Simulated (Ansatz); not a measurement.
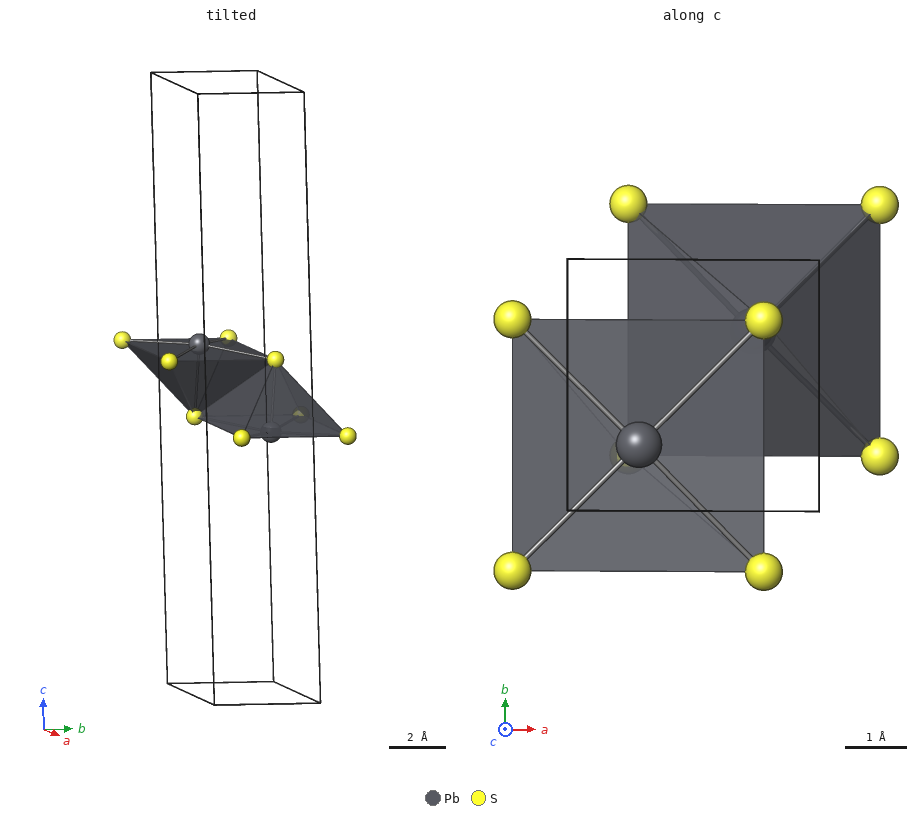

A polyhedral rendering, viewed slightly off an axis and along the c axis. The lines enclose the simulation cell; boundary atoms appear with their images. Some atoms of the next cells are drawn as well.

PbS, space group C2/m (No. 12), a = 4.193 Å, b = 4.193 Å, c = 22.259 Å, α = 93.80°, β = 93.80°, γ = 90.00°. Starting structure: a structure listed in the Materials Project. Earlier steps of the study may have refined or changed the cell and positions. It was the input of a calculation with Ansatz.

This one geometry was computed with Ansatz (DFT, plane waves, PAW) at six levels of theory: LDA, PBE0, PBE with spin-orbit coupling, PBE, r2SCAN and HSE06.

Question: How does the band gap change with the level of theory?

Answer: PBE with spin-orbit coupling: a gap of 1.32 eV, direct; LDA: a gap of 1.58 eV, direct; PBE: a gap of 1.75 eV, direct; r2SCAN: a gap of 2.10 eV, direct; HSE06: a gap of 2.35 eV, direct; PBE0: a gap of 2.93 eV, direct.

Question: Collect the results in a table.

Answer:
| level | cutoff (eV) | k-mesh of the run's cell | gap (eV) | pressure (GPa) |
| --- | --- | --- | --- | --- |
| LDA | 420 | 6×6×2 | 1.58 | -0.7 |
| PBE0 | 420 | 4×4×2 | 2.93 | 0.1 |
| PBE with spin-orbit coupling | 420 | 6×6×2 | 1.32 | 0.4 |
| PBE | 420 | 6×6×2 | 1.75 | 0.4 |
| r2SCAN | 500 | 6×6×2 | 2.10 | 0.2 |
| HSE06 | 420 | 4×4×2 | 2.35 | 0.1 |

Gaps are taken on the k-mesh or band path of each run.
